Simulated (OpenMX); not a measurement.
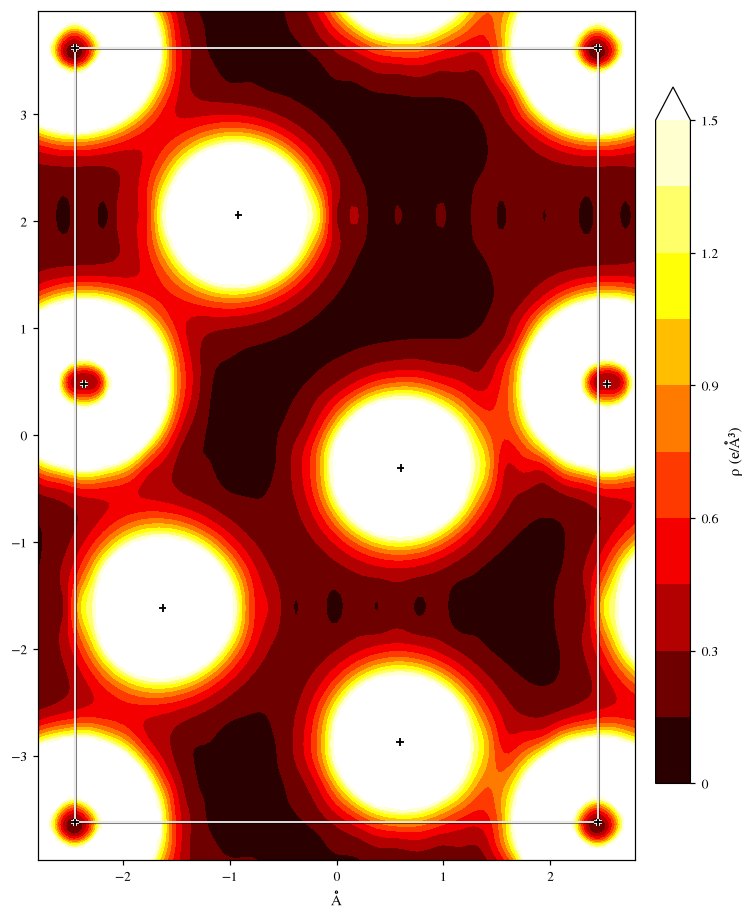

The valence pseudo-density on a plane through atoms (crosses mark nuclei in the plane).

All numbers below come from Kohn-Sham DFT of a periodic cell, PBE, OpenMX 2013 PBE set in OpenMX.

Candidates:
A. HfO2, a = 4.89 Å, b = 5.08 Å, c = 5.16 Å, α = 90.00°, β = 90.00°, γ = 90.00°. Space group P1; a structure from a database of computed crystals, not necessarily the ambient phase; changed on purpose from its base cell (atoms moved at random by about 0.05 A); not relaxed (largest force 1.9 eV/Å); computed pressure about 5 GPa in this cell.
B. Mn, a = 2.61 Å, b = 2.61 Å, c = 23.80 Å, α = 90.00°, β = 90.00°, γ = 90.00°. Spin-polarised.
C. Pt, a = 2.88 Å, b = 2.88 Å, c = 3.92 Å, α = 90.00°, β = 90.00°, γ = 90.00°. Space group I4/mmm; computed pressure about −8 GPa in this cell.

Which candidate gave the map?

Candidate A: HfO2 on the (011) plane of the conventional cell, which holds Hf and O. Hf–Hf (3.15 Å): ρ is about 0.24 e/Å³ halfway. Hf–O (2.00 Å): the density is about 0.8 e/Å³ at the midpoint.
